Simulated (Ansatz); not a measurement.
## GaAs: single-point calculation (part 2 of 2)

The same run, continued: GaAs (F-43m, 32 atoms in the cell); DFT PBE, scalar-relativistic, plane waves, PAW, no spin polarisation (Ansatz 0.2.0); cutoff 420 eV, 3×3×3 k-mesh, Gaussian smearing of 0.05 eV. The structure derives from a Materials Project entry. It belongs to a series of runs on one base structure; here: the perfect crystal in a cell of 32 atoms.

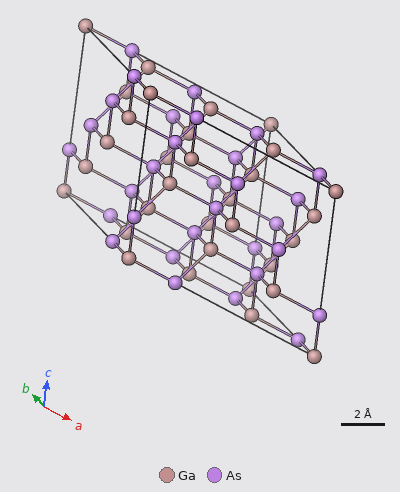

Fig. 1: The input geometry (ball-and-stick view of the cell of the calculation, seen slightly off an axis).

## Log, continued
```
  k-point 0: bands = ["-27.5499", "-27.5499", "-27.5499", "-27.5492", "-27.5492", "-27.5492", "-27.5489", "-27.5489", "-27.5489", "-27.5489", ... 59 levels left out ..., "-27.5410", "-27.5410", "-27.5410", "-27.5410", "-27.5410", "-27.5410", "-27.5410", "-27.5410", "-27.5404", "-27.5404", "-27.5404", "-7.2599", "-7.2599", "-7.2599", "-7.2291", "-7.2291", "-7.2291", "-7.2291", "-7.2291", "-7.2291", "-7.2291", "-7.2291", "-7.2291", "-7.2291", "-7.2291", "-7.2291", "-7.1649", "-7.1649", "-7.1649",
      "-7.1449", "-7.1449", "-7.1449", "-7.1449", "-7.1449", "-7.1449", "-7.1449", "-7.1449", "-7.1449", "-7.1449", "-7.1449", "-7.1449", "-7.1435", "-7.1435", "-7.1435", "-7.1435", "-7.1435", "-7.1435", "-7.1435", "-7.1435", "-7.1435", "-7.1435", "-7.1435", "-7.1435", "-7.1231", "-7.1231", "-7.1231", "-7.1231", "-7.1231", "-7.1231", "-7.1183", "-7.1183", "-7.1183", "-7.0988", "-7.0988", "-7.0988", "-7.0988", "-7.0988", "-7.0988", "-7.0988",
      "-7.0988", "-7.0988", "-7.0988", "-7.0988", "-7.0988", "-7.0973", "-7.0973", "-7.0969", "-7.0969", "-7.0969", "-7.0969", "-7.0969", "-7.0969", "-7.0969", "-7.0969", "-7.0969", "-7.0969", "-7.0969", "-7.0969", "-7.0867", "-7.0867", "-7.0867", "-4.8517", "-3.3385", "-3.3385", "-3.3385", "-3.3385", "-3.3385", "-3.3385", "-3.3385", "-3.3385", "-3.3385", "-3.3385", "-3.3385", "-3.3385", "-2.5597", "-2.5597", "-2.5597", "0.9476", "0.9476",
      "0.9476", "2.0407", "2.0407", "2.0407", "2.0407", "2.0407", "2.0407", "2.0407", "2.0407", "2.0407", "2.0407", "2.0407", "2.0407", "4.3881", "4.3881", "4.3881", "4.3881", "4.3881", "4.3881", "4.3881", "4.3881", "4.3881", "4.3881", "4.3881", "4.3881", "5.0293", "5.0293", "5.0293", "5.0293", "5.0293", "5.0293", "6.3983", "6.3983", "6.3983", "6.3983", "6.3983", "6.3983", "6.3983", "6.3983", "6.3983",
      "6.3983", "6.3983", "6.3983", "7.5378", "7.5378", "7.5378", "7.6960", "9.0981", "9.0981", "9.0981", "9.2210", "9.2210", "9.2210", "10.1566", "10.1566", "10.1566", "10.1566", "10.1566", "10.1566", "10.1566", "10.1566", "10.1566", "10.1566", "10.1566", "10.1566", "11.2634", "11.2634", "11.2634", "13.0223", "13.0223", "13.0223", "13.0223", "13.0223", "13.0223", "13.0223", "13.0223", "13.0223", "13.0223", "13.0223", "13.0223",
      "13.1029", "13.1029", "13.1029", "13.1029", "13.1029", "13.1029", "13.1029", "13.1029", "13.1029", "13.1029", "13.1029"]
  k-point 1: bands = ["-27.5497", "-27.5497", "-27.5496", "-27.5493", "-27.5493", "-27.5492", "-27.5491", "-27.5491", "-27.5491", "-27.5491", ... 59 levels left out ..., "-27.5409", "-27.5409", "-27.5409", "-27.5409", "-27.5409", "-27.5408", "-27.5407", "-27.5407", "-27.5405", "-27.5405", "-27.5405", "-7.2549", "-7.2525", "-7.2525", "-7.2440", "-7.2376", "-7.2376", "-7.2376", "-7.2376", "-7.2371", "-7.2371", "-7.2227", "-7.2227", "-7.2227", "-7.2227", "-7.2057", "-7.1782", "-7.1620", "-7.1601",
      "-7.1541", "-7.1511", "-7.1484", "-7.1484", "-7.1484", "-7.1484", "-7.1460", "-7.1460", "-7.1460", "-7.1460", "-7.1437", "-7.1437", "-7.1437", "-7.1437", "-7.1416", "-7.1416", "-7.1390", "-7.1382", "-7.1382", "-7.1382", "-7.1382", "-7.1360", "-7.1360", "-7.1332", "-7.1297", "-7.1295", "-7.1295", "-7.1273", "-7.1273", "-7.1258", "-7.1139", "-7.1139", "-7.1130", "-7.1057", "-7.1057", "-7.1039", "-7.1006", "-7.1006", "-7.1006", "-7.1006",
      "-7.1004", "-7.1004", "-7.1004", "-7.1004", "-7.0997", "-7.0982", "-7.0967", "-7.0956", "-7.0950", "-7.0950", "-7.0950", "-7.0950", "-7.0946", "-7.0937", "-7.0937", "-7.0937", "-7.0937", "-7.0923", "-7.0923", "-7.0892", "-7.0885", "-7.0885", "-4.6509", "-4.0930", "-3.6210", "-3.6210", "-3.6210", "-3.6210", "-3.1819", "-3.1819", "-2.9853", "-2.9853", "-2.9853", "-2.9853", "-2.8029", "-2.8029", "-2.7337", "-2.5533", "1.0251", "1.2823",
      "1.3386", "1.3386", "1.4012", "1.4012", "1.4012", "1.4012", "1.8829", "1.8829", "2.2978", "2.2978", "2.2978", "2.2978", "3.4821", "3.8244", "4.2993", "4.4100", "4.4100", "4.4100", "4.4100", "4.5334", "4.5334", "4.8601", "4.8601", "5.0411", "5.0411", "5.2090", "5.4052", "5.4052", "5.4052", "5.4052", "5.4465", "5.5882", "5.6260", "5.6260", "5.7089", "5.8737", "5.8737", "5.8737", "5.8737", "6.4115",
      "6.4115", "6.4115", "6.4115", "6.9093", "7.0447", "7.4288", "9.1815", "9.3279", "9.5558", "9.5558", "9.7761", "9.8770", "9.8770", "9.8770", "9.8770", "9.9169", "9.9993", "9.9993", "10.3090", "10.3090", "10.3090", "10.3090", "10.7039", "10.8665", "10.8665", "11.2902", "11.2902", "11.3280", "11.4644", "11.7134", "11.7134", "11.7134", "11.7134", "11.9461", "11.9694", "11.9694", "11.9694", "11.9694", "12.0721", "12.1322",
      "12.6266", "12.6266", "12.9643", "12.9643", "12.9643", "12.9643", "13.0877", "13.2027", "13.6009", "13.6009", "13.6009"]
  k-point 2: bands = ["-27.5495", "-27.5495", "-27.5495", "-27.5493", "-27.5493", "-27.5493", "-27.5493", "-27.5493", "-27.5493", "-27.5492", ... 59 levels left out ..., "-27.5408", "-27.5408", "-27.5407", "-27.5407", "-27.5407", "-27.5407", "-27.5407", "-27.5407", "-27.5407", "-27.5407", "-27.5407", "-7.2461", "-7.2461", "-7.2461", "-7.2461", "-7.2461", "-7.2461", "-7.2379", "-7.2379", "-7.2379", "-7.2354", "-7.2354", "-7.2354", "-7.2160", "-7.1988", "-7.1988", "-7.1988", "-7.1555", "-7.1555",
      "-7.1555", "-7.1540", "-7.1540", "-7.1540", "-7.1515", "-7.1515", "-7.1448", "-7.1448", "-7.1448", "-7.1414", "-7.1414", "-7.1414", "-7.1386", "-7.1386", "-7.1386", "-7.1378", "-7.1378", "-7.1378", "-7.1378", "-7.1378", "-7.1378", "-7.1361", "-7.1361", "-7.1361", "-7.1310", "-7.1310", "-7.1310", "-7.1310", "-7.1310", "-7.1310", "-7.1084", "-7.1084", "-7.1084", "-7.1070", "-7.1070", "-7.1070", "-7.1070", "-7.1070", "-7.1070", "-7.1003",
      "-7.1003", "-7.1003", "-7.0998", "-7.0998", "-7.0998", "-7.0959", "-7.0959", "-7.0952", "-7.0952", "-7.0952", "-7.0929", "-7.0929", "-7.0929", "-7.0921", "-7.0921", "-7.0921", "-7.0921", "-7.0921", "-7.0921", "-7.0905", "-7.0905", "-7.0905", "-4.2720", "-4.2720", "-4.2720", "-3.7906", "-3.2957", "-3.2957", "-3.2957", "-3.1111", "-3.1111", "-3.1111", "-2.7509", "-2.7509", "-2.7509", "-2.7509", "-2.7509", "-2.7509", "1.2777", "1.2777",
      "1.2777", "1.2777", "1.2777", "1.2777", "1.3746", "1.3746", "1.3746", "2.0214", "2.0214", "2.0214", "2.3288", "3.8556", "3.8556", "3.8556", "4.1881", "4.1881", "4.1881", "4.1881", "4.1881", "4.1881", "4.9954", "4.9954", "4.9954", "5.0451", "5.0451", "5.0451", "5.3181", "5.3181", "5.3181", "5.3181", "5.3181", "5.3181", "5.6092", "5.6092", "5.6092", "6.0061", "6.0061", "6.0061", "6.6466", "6.6466",
      "6.6466", "6.6726", "6.6726", "6.6930", "6.6930", "6.6930", "8.6177", "9.4956", "9.4956", "9.4956", "9.7121", "9.7121", "9.7121", "9.7646", "9.7646", "9.7646", "10.0632", "10.0632", "10.0632", "10.0632", "10.0632", "10.0632", "11.1261", "11.1261", "11.1261", "11.3457", "11.3457", "11.3457", "11.9404", "11.9404", "11.9404", "12.1070", "12.1070", "12.1070", "12.1070", "12.1070", "12.1070", "12.2036", "12.2036", "12.5353",
      "12.5353", "12.5353", "12.9762", "12.9762", "12.9762", "13.2418", "13.2418", "13.2418", "13.5197", "13.5197", "13.5197"]
  k-point 3: bands = ["-27.5497", "-27.5495", "-27.5495", "-27.5495", "-27.5495", "-27.5494", "-27.5494", "-27.5494", "-27.5490", "-27.5490", ... 59 levels left out ..., "-27.5408", "-27.5408", "-27.5408", "-27.5408", "-27.5407", "-27.5407", "-27.5407", "-27.5407", "-27.5406", "-27.5406", "-27.5406", "-7.2517", "-7.2517", "-7.2459", "-7.2459", "-7.2459", "-7.2459", "-7.2400", "-7.2305", "-7.2305", "-7.2305", "-7.2305", "-7.2185", "-7.2185", "-7.2185", "-7.2185", "-7.1935", "-7.1548", "-7.1548",
      "-7.1476", "-7.1476", "-7.1476", "-7.1476", "-7.1472", "-7.1472", "-7.1472", "-7.1472", "-7.1462", "-7.1462", "-7.1462", "-7.1462", "-7.1448", "-7.1448", "-7.1448", "-7.1448", "-7.1398", "-7.1398", "-7.1398", "-7.1398", "-7.1343", "-7.1343", "-7.1339", "-7.1339", "-7.1293", "-7.1293", "-7.1293", "-7.1293", "-7.1265", "-7.1265", "-7.1124", "-7.1095", "-7.1095", "-7.1053", "-7.1053", "-7.1053", "-7.1053", "-7.1050", "-7.1050", "-7.1050",
      "-7.1050", "-7.1016", "-7.0952", "-7.0952", "-7.0952", "-7.0952", "-7.0947", "-7.0947", "-7.0947", "-7.0947", "-7.0946", "-7.0943", "-7.0943", "-7.0943", "-7.0943", "-7.0924", "-7.0924", "-7.0924", "-7.0924", "-7.0914", "-7.0914", "-7.0893", "-4.4541", "-3.9085", "-3.9085", "-3.9085", "-3.9085", "-3.4071", "-3.2618", "-3.2618", "-3.2618", "-3.2618", "-2.6389", "-2.6389", "-2.6389", "-2.6389", "-2.5247", "-2.5247", "1.0695", "1.0695",
      "1.2285", "1.2285", "1.2285", "1.2285", "1.3345", "1.3345", "1.3345", "1.3345", "2.2885", "3.2091", "3.2091", "3.2091", "3.2091", "3.9972", "3.9972", "3.9972", "3.9972", "4.4076", "4.4076", "4.5517", "4.5517", "4.7926", "4.9819", "4.9819", "4.9819", "4.9819", "5.4571", "5.4571", "5.6199", "5.6199", "5.6199", "5.6199", "5.8304", "5.8304", "5.8304", "5.8304", "6.1568", "6.1568", "6.1568", "6.1568",
      "6.4509", "6.4509", "6.4509", "6.4509", "6.6000", "6.6000", "9.0332", "9.0332", "9.0332", "9.0332", "9.1704", "9.9530", "10.0665", "10.0665", "10.0665", "10.0665", "10.1645", "10.5122", "10.7818", "10.7818", "10.7818", "10.7818", "10.8184", "10.8184", "10.9034", "10.9034", "11.2116", "11.2116", "11.2116", "11.2116", "12.0779", "12.0779", "12.0779", "12.0779", "12.3456", "12.3456", "12.3456", "12.3456", "12.5469", "12.5469",
      "12.5469", "12.5469", "12.7154", "12.7154", "12.7638", "12.7638", "12.7638", "12.7638", "13.1882", "13.1882", "13.1882"]
```

## Results in brief

| quantity | value |
| --- | --- |
| outcome | converged |
| space group (tolerance 0.01 Å) | F-43m (216) |
| electrons treated | 448 |
| free energy | −138237.7448 eV |
| Fermi energy | 7.624 eV |
| gap on the k-point mesh | 0.16 eV |
| pressure | −0.05 GPa |
| largest force (length of the vector) | under 0.001 eV/Å |
| hardware | 8 threads of Arm Neoverse V1, 24 GiB of memory available, shared host |
| wall time | 25 s (CPU time 3.2 min) |
| peak memory | 3.6 GiB |
